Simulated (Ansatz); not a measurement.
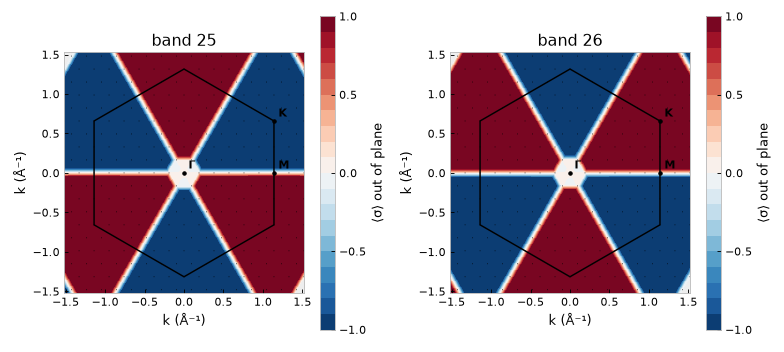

Spin texture of a WS$_{2}$ monolayer (space group of the slab cell P-6m2) in the plane k₃ = 0, seen along b₁ × b₂: arrows give the in-plane part of ⟨σ⟩, colours the part out of the plane.

Theory: DFT PBE, spin-orbit coupling, plane waves, PAW; levels and slopes on a dense k mesh at the converged density in Ansatz 0.2.0. Non-magnetic. k mesh for the levels: 36×36×1. Cell and positions as given, without relaxation. The cell comes from a database of computed structures, not from a measurement.

Q: How is the spin locked to momentum in these bands?

A: Band 25 (valence band): the spin expectation value has a mean length of 0.9, almost wholly out of the plane; its out-of-plane part is −1.0 at the labelled K point and +1.0 at the opposite point, so spin is locked to the valley. Band 26 (valence band): the spin expectation value has a mean length of 0.9, almost wholly out of the plane; its out-of-plane part is +1.0 at the labelled K point and −1.0 at the opposite point, so spin is locked to the valley.

Q: Why are these bands spin-split?

A: The structure has no inversion centre, so spin-orbit coupling splits the pair at general k (symmetry can keep it degenerate on some lines and at time-reversal-invariant points), and the spin at −k is opposite to that at k. Bands 25 and 26 lie up to 0.43 eV apart in this plane.
